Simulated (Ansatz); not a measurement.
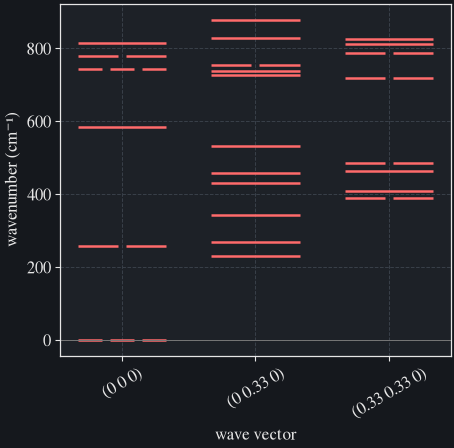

The picture above shows the phonon frequencies at several wave vectors (in fractions of the reciprocal vectors of the given cell) for SiC, space group P6_3mc (No. 186) (cell built by us, not taken from a database). Imaginary frequencies are drawn as negative.

Starting cell:
```
CELL_PARAMETERS angstrom
3.09191 0.00000 0.00000
-1.54596 2.67768 0.00000
0.00000 0.00000 5.07426
ATOMIC_POSITIONS crystal
Si 0.66667 0.33333 0.50458
Si 0.33333 0.66667 0.00458
C 0.66667 0.33333 0.88042
C 0.33333 0.66667 0.38042
```

Calculation (Ansatz 0.2.0): harmonic phonon frequencies at the irreducible points of a q mesh with atoms at rest in the given cell, q in fractions of the reciprocal cell vectors, no long-range term at q = 0, imaginary frequencies are negative, the first points where there are many; plane waves with PAW datasets. Level: PBE, no spin polarisation.

wave cutoff 420 eV; k mesh 12×12×6; occupations fixed; pressure 0 GPa; phonon method linear response; q mesh 3×3×1.

Is the structure dynamically stable by these modes?

Answer. No frequency is imaginary, so the structure is stable to these displacements at the wave vectors computed.

Where does the highest mode lie?

Answer. The highest mode among the wave vectors computed lies at 879.1 cm⁻¹, at (0 0.33 0) (at the zone centre itself the field of polar modes is left out).
